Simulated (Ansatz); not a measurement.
# C3H4N2 (pyrazole): a chain of runs

Aim: a series of 18 runs (HF/STO-3G, UHF/STO-3G, HF/3-21G, UHF/3-21G, HF/6-31G*, UHF/6-31G*, B3LYP/6-31G*, PBE/def2-SVP, and more) of C3H4N2. 

Program for the calculation: Ansatz 0.2.0.

## (1) The structure to begin with

C3H4N2 has 9 atoms, charge 0, and is taken as a singlet. SMILES: `c1cn[nH]c1`. The coordinates come from a PBE0-D4/def2-TZVP relaxation. The run starts from this shape.

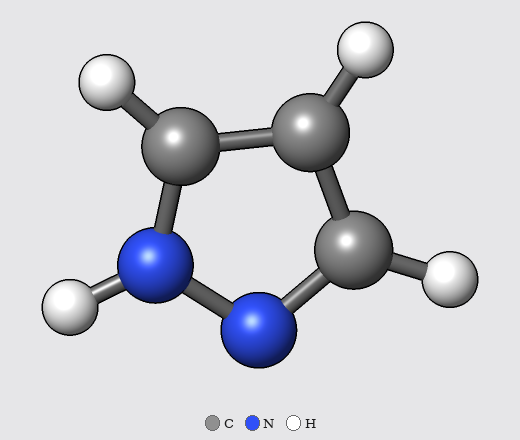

The structure, seen from a chosen angle (carbon grey, nitrogen blue, hydrogen white).

## (2) A geometry optimisation at HF/STO-3G (start density atoms) (run 1)

in.yaml

```yaml
basis:
  gaussian:
    orbitals: STO-3G
crystal:
  periodic: [false, false, false]
  atoms:
    - symbol: C
      position_ang: [0.283700, 0.953190, 0.193040]
    - symbol: C
      position_ang: [1.122200, 0.046620, -0.478840]
    - symbol: "N"
      position_ang: [0.549450, -1.137640, -0.621630]
    - symbol: "N"
      position_ang: [-0.645250, -0.998910, -0.049010]
    - symbol: C
      position_ang: [-0.856470, 0.232660, 0.454950]
    - symbol: H
      position_ang: [0.479340, 1.980930, 0.449760]
    - symbol: H
      position_ang: [2.117900, 0.208120, -0.863610]
    - symbol: H
      position_ang: [-1.273300, -1.782530, -0.033780]
    - symbol: H
      position_ang: [-1.777550, 0.497560, 0.949120]
hamiltonian:
  xc: hf
relax:
  f_tol: 0.002
output: {orbitals: {seedname: orbitals}}
magnetization:
  spin_polarized: false
  initial_magnetization: 0
```

On the command line:

```console
$ ansatz run in.yaml --threads 1 --pin off --max-ram 3480MiB --events-out events.jsonl --progress --plain --runs-dir runs
```

Output:

```text
Warning: RAYON_NUM_THREADS=1 ignored (pool sized by the plan → 1); use --threads N
The last accepted step is kept in runs//last_step.txt (removed where the run ends without a failure and the disk answers)
[... 62 lines left out ...]
Total energy: -6040.30881209 eV, -221.9772545759 hartree
[... 9 lines left out ...]
Dipole moment:    -0.382075     0.109683     0.204916 e Å
```

Run time: 6 s. Hardware: 1 thread of Arm Neoverse V1, shared host; peak memory 0.087 GiB.

The path in brief:

| step | energy from the first frame kept (eV) | largest force (eV/Å) |
| --- | --- | --- |
| 1 | 0.0000 | 3.0925 |
| 2 | -0.1283 | 0.8098 |
| 3 | -0.1389 | 0.1761 |
| 4 | -0.1394 | 0.0338 |
| 5 | -0.1394 | 0.0185 |
| 6 | -0.1394 | 0.0072 |
| 7 | -0.1394 | 0.0046 |
| 8 | -0.1394 | 0.0003 |

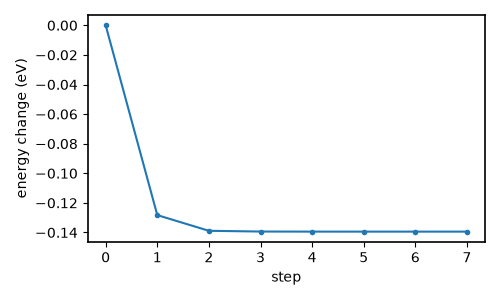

Energy along the run.

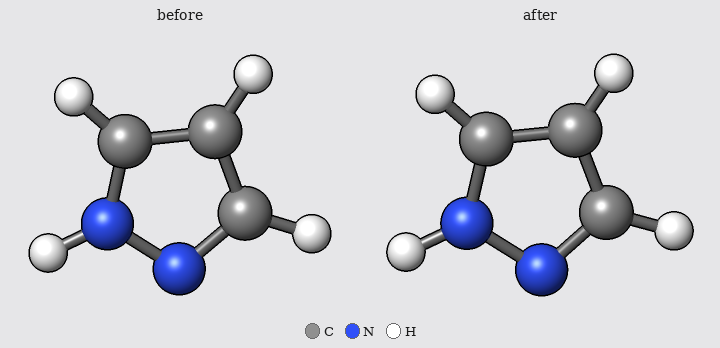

Before and after, at one scale.

After the run. Bond lengths: C1–C2 1.424 Å, C2–N3 1.330 Å, N3–N4 1.384 Å, C1–C5 1.354 Å, N4–C5 1.379 Å, C1–H6 1.076 Å, C2–H7 1.081 Å, N4–H8 1.023 Å, C5–H9 1.081 Å. Some angles: C1–C2–N3 112.5°, C2–C1–C5 105.4°, C2–N3–N4 103.2°, N3–N4–C5 112.3°, C1–C5–N4 106.6°, C1–C2–H7 127.4°, N3–C2–H7 120.1°, C2–C1–H6 127.1°, C5–C1–H6 127.5°, N3–N4–H8 120.3°.

## (3) The harmonic vibrations at HF/STO-3G (start density atoms) (run 2)

job.yaml

```yaml
crystal:
  periodic: [false, false, false]
  atoms:
    - {symbol: C, position_ang: [0.273252, 0.951128, 0.196962]}
    - {symbol: C, position_ang: [1.133075, 0.044067, -0.484464]}
    - {symbol: N, position_ang: [0.583992, -1.157033, -0.643315]}
    - {symbol: "N", position_ang: [-0.658406, -1.017213, -0.049322]}
    - {symbol: C, position_ang: [-0.854315, 0.249383, 0.459569]}
    - {symbol: H, position_ang: [0.479981, 1.976715, 0.448070]}
    - {symbol: H, position_ang: [2.128645, 0.238604, -0.858189]}
    - {symbol: H, position_ang: [-1.310450, -1.805692, -0.025142]}
    - {symbol: H, position_ang: [-1.775753, 0.520041, 0.955830]}
basis:
  gaussian: {orbitals: STO-3G}
phonons: {temperatures: {t_min: 298.15, t_max: 298.15, t_step: 1}}
hamiltonian: {xc: hf}
```

On the command line:

```console
$ ansatz run job.yaml --threads 1 --pin off --max-ram 3480MiB --events-out events.jsonl --progress --plain --runs-dir runs
```

Output:

```text
Warning: RAYON_NUM_THREADS=1 ignored (pool sized by the plan → 1); use --threads N
[... 295 lines left out ...]
Total energy: -6040.30880848 eV, -221.9772544432 hartree
[... 9 lines left out ...]
Dipole moment:    -0.382076     0.109683     0.204916 e Å
Vibrations: 448.85 705.71 736.96 914.73 1029.07 1033.31 1036.34 1085.21 1193.88 1203.44 1260.41 1332.67 1440.35 1620.99 1640.15 1725.77 1879.70 3752.20 3762.67 3799.52 4117.72 cm⁻¹, zero-point energy 2.214338 eV
```

Wall time 25 s (1 thread of Arm Neoverse V1, shared host); peak memory 0.082 GiB.

Run 3 isn't shown in full; the table further down has it.

## (4) The doublet cation: a geometry optimisation at UHF/STO-3G (start density atoms) (run 4)

in.yaml

```yaml
crystal:
  periodic: [false, false, false]
  atoms:
    - {symbol: C, position_ang: [0.273252, 0.951128, 0.196962]}
    - {symbol: C, position_ang: [1.133075, 0.044067, -0.484464]}
    - {symbol: "N", position_ang: [0.583992, -1.157033, -0.643315]}
    - {symbol: "N", position_ang: [-0.658406, -1.017213, -0.049322]}
    - {symbol: C, position_ang: [-0.854315, 0.249383, 0.459569]}
    - {symbol: H, position_ang: [0.479981, 1.976715, 0.448070]}
    - {symbol: H, position_ang: [2.128645, 0.238604, -0.858189]}
    - {symbol: H, position_ang: [-1.310450, -1.805692, -0.025142]}
    - {symbol: H, position_ang: [-1.775753, 0.520041, 0.955830]}
basis:
  gaussian: {orbitals: STO-3G}
total_charge: 1
magnetization: {spin_polarized: true, initial_magnetization: 1}
hamiltonian: {xc: hf}
relax: {}
```

On the command line:

```console
$ ansatz run in.yaml --threads 1 --pin off --max-ram 3480MiB --events-out events.jsonl --progress --plain --runs-dir runs
```

Output, cut to the lines that bear on the results:

```text
Warning: RAYON_NUM_THREADS=1 ignored (pool sized by the plan → 1); use --threads N
[... 1 set-up line as earlier in the session ...]
[... 54 lines left out ...]
Total energy: -6034.38246983 eV, -221.7594655148 hartree
[... 9 lines left out ...]
Dipole moment:    -0.428035     0.125126     0.230258 e Å
```

Wall time 5.4 s (1 thread of Arm Neoverse V1, shared host); peak memory 0.09 GiB.

Steps, from the record of the run:

| step | energy from the first frame kept (eV) | largest force (eV/Å) |
| --- | --- | --- |
| 1 | 0.0000 | 4.5320 |
| 2 | -0.4291 | 1.0812 |
| 3 | -0.4639 | 0.2887 |
| 4 | -0.4651 | 0.0814 |
| 5 | -0.4653 | 0.0317 |
| 6 | -0.4653 | 0.0092 |

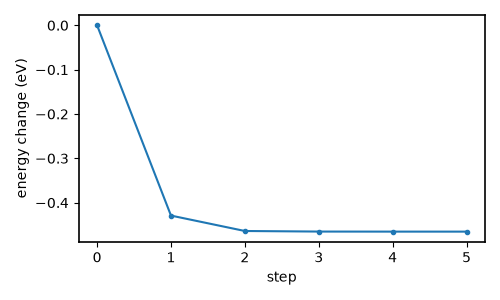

Energy along the run.

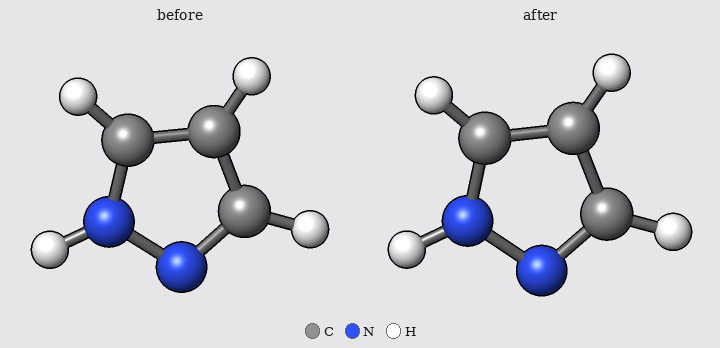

Before and after, at one scale.

After the run. Bond lengths: C1–C2 1.533 Å, C2–N3 1.365 Å, N3–N4 1.448 Å, C1–C5 1.391 Å, N4–C5 1.391 Å, C1–H6 1.087 Å, C2–H7 1.091 Å, N4–H8 1.051 Å, C5–H9 1.088 Å. Some angles: C1–C2–N3 111.5°, C2–C1–C5 105.2°, C2–N3–N4 101.9°, N3–N4–C5 115.3°, C1–C5–N4 106.2°, C1–C2–H7 127.6°, N3–C2–H7 120.9°, C2–C1–H6 126.3°, C5–C1–H6 128.5°, N3–N4–H8 118.4°.

Runs 5 to 17 aren't shown in full; the table further down has their settings and results.

## (5) Vibrational wavenumbers at MP2/6-31G(d) (Cartesian functions, start density atoms) (run 18)

run.yaml

```yaml
crystal:
  periodic: [false, false, false]
  atoms:
    - {symbol: C, position_ang: [0.288338, 0.957738, 0.192481]}
    - {symbol: C, position_ang: [1.129667, 0.054318, -0.479516]}
    - {symbol: "N", position_ang: [0.555363, -1.155968, -0.630435]}
    - {symbol: N, position_ang: [-0.651023, -1.004182, -0.048230]}
    - {symbol: C, position_ang: [-0.864891, 0.238832, 0.460738]}
    - {symbol: H, position_ang: [0.485275, 1.988545, 0.449629]}
    - {symbol: H, position_ang: [2.127588, 0.214471, -0.865694]}
    - {symbol: H, position_ang: [-1.281172, -1.795961, -0.034791]}
    - {symbol: H, position_ang: [-1.789125, 0.502207, 0.955819]}
basis:
  gaussian: {orbitals: "6-31G*"}
correlation: {method: mp2}
phonons: {temperatures: {t_min: 298.15, t_max: 298.15, t_step: 1}}
```

On the command line:

```console
$ ansatz run run.yaml --threads 1 --pin off --max-ram 3480MiB --events-out events.jsonl --progress --plain --runs-dir runs
```

Output:

```text
Warning: RAYON_NUM_THREADS=1 ignored (pool sized by the plan → 1); use --threads N
[... 26 lines left out ...]
5 core orbitals not correlated: weight in the atoms' cores, before any rotation towards them, 1.000 or more for the frozen orbitals, at most 0.000 for the correlated occupied ones
[... 130 lines left out ...]
5 core orbitals not correlated: weight in the atoms' cores, before any rotation towards them, 1.000 or more for the frozen orbitals, at most 0.000 for the correlated occupied ones
[... 129 lines left out ...]
5 core orbitals not correlated: weight in the atoms' cores, before any rotation towards them, 1.000 or more for the frozen orbitals, at most 0.000 for the correlated occupied ones
[... 129 lines left out ...]
Dipole moment:    -0.421522     0.116764     0.224693 e Å
[... 1 line left out ...]
Checks for a lower state left out: cluster_reference
```

Wall time 2.8 min (1 thread of Arm Neoverse V1, shared host); peak memory 0.18 GiB.

## (6) The series

| run | level | task | walk f tol | partner | energy (Eh) | dipole moment (D) | wall time |
| --- | --- | --- | --- | --- | --- | --- | --- |
| 1 | HF/STO-3G (start density atoms) | optimise | 0.002 | base | -221.977255 | 2.15 | 6 s |
| 2 | HF/STO-3G (start density atoms) | frequencies | – | base | -221.977254 | 2.15 | 25 s |
| 3 | UHF/STO-3G (start density atoms) | energy | – | cation | -221.742354 | – | 0.93 s |
| 4 | UHF/STO-3G (start density atoms) | optimise | – | cation | -221.759466 | – | 5.4 s |
| 5 | HF/3-21G (start density atoms) | optimise | 0.002 | base | -223.525495 | 2.50 | 7.8 s |
| 6 | HF/3-21G (start density atoms) | frequencies | – | base | -223.525495 | 2.50 | 33 s |
| 7 | UHF/3-21G (start density atoms) | energy | – | cation | -223.228266 | – | 1.9 s |
| 8 | UHF/3-21G (start density atoms) | optimise | – | cation | -223.245085 | – | 10 s |
| 9 | HF/6-31G* (Cartesian functions, start density atoms) | optimise | 0.002 | base | -224.793493 | 2.42 | 14 s |
| 10 | HF/6-31G* (Cartesian functions, start density atoms) | frequencies | – | base | -224.793493 | 2.42 | 76 s |
| 11 | UHF/6-31G* (Cartesian functions, start density atoms) | energy | – | cation | -224.504040 | – | 5.4 s |
| 12 | UHF/6-31G* (Cartesian functions, start density atoms) | optimise | – | cation | -224.516463 | – | 22 s |
| 13 | B3LYP/6-31G* (Cartesian functions, start density atoms) | optimise | 0.002 | base | -226.198601 | 2.29 | 25 s |
| 14 | B3LYP/6-31G* (Cartesian functions, start density atoms) | frequencies | – | base | -226.198601 | 2.29 | 2.3 min |
| 15 | PBE/def2-SVP (start density atoms) | optimise | 0.002 | base | -225.770729 | 2.24 | 22 s |
| 16 | PBE/def2-SVP (start density atoms) | frequencies | – | base | -225.770729 | 2.24 | 1.7 min |
| 17 | MP2/6-31G* (Cartesian functions, start density atoms) | optimise | 0.002 | base | -225.503533 | 2.36 | 23 s |
| 18 | MP2/6-31G* (Cartesian functions, start density atoms) | frequencies | – | base | -225.503533 | 2.36 | 2.8 min |

## (7) Summary of results

| quantity | value |
| --- | --- |
| run 18, MP2/6-31G*: total energy | -225.50353 Eh |
| run 18, MP2/6-31G*: dipole moment (correlated density) | 2.36 D |
| run 18, MP2/6-31G*: correlation energy (5 core orbitals frozen) | -714.2 mEh |
| run 18, MP2/6-31G*: largest force on an atom | 0.002 eV/Å |
| run 18, MP2/6-31G*: lowest harmonic wavenumber | 522 cm⁻¹ |
| run 18, MP2/6-31G*: highest harmonic wavenumber | 3676 cm⁻¹ |
| run 18, MP2/6-31G*: zero-point energy | 188.5 kJ/mol |
| vertical ionisation energy (to the doublet cation), HF/STO-3G | 6.392 eV |
| vertical ionisation energy (to the doublet cation), HF/3-21G | 8.088 eV |
| vertical ionisation energy (to the doublet cation), HF/6-31G* | 7.876 eV |
| adiabatic ionisation energy (to the doublet cation, no zero-point term), HF/STO-3G | 5.926 eV |
| adiabatic ionisation energy (to the doublet cation, no zero-point term), HF/3-21G | 7.630 eV |
| adiabatic ionisation energy (to the doublet cation, no zero-point term), HF/6-31G* | 7.538 eV |

**Reading.** At HF/STO-3G: the vertical ionisation energy comes to 6.39 eV (147 kcal/mol). Its partner is spin-contaminated (⟨S²⟩ = 1.19 against 0.75), so the difference is in doubt. In a minimal basis such a difference can be off by several eV, whatever the method. At HF/3-21G: the vertical ionisation energy comes to 8.09 eV (780 kJ/mol). Its partner is spin-contaminated (⟨S²⟩ = 0.94 against 0.75), so the difference is in doubt. At HF/6-31G*: the vertical ionisation energy comes to 7.88 eV (182 kcal/mol). Totals of different functionals can't be ranked against each other. In runs 17, 18 the log says that unrestricted orbitals would lower the reference, so the values rest on an unstable closed-shell determinant (other closed-shell runs at this shape may share the fault). In runs 1, 2, 3, 4 the basis is minimal, so the values are rough. Spin contamination of the reference: run 4 ⟨S²⟩ = 1.35, run 3 ⟨S²⟩ = 1.19, run 8 ⟨S²⟩ = 0.98, run 12 ⟨S²⟩ = 0.96, run 7 ⟨S²⟩ = 0.94, run 11 ⟨S²⟩ = 0.93. Where it is this large, the reference is a mixture of spin states, and values that rest on it are in doubt. All runs together took 11 min, the longest 2.8 min.
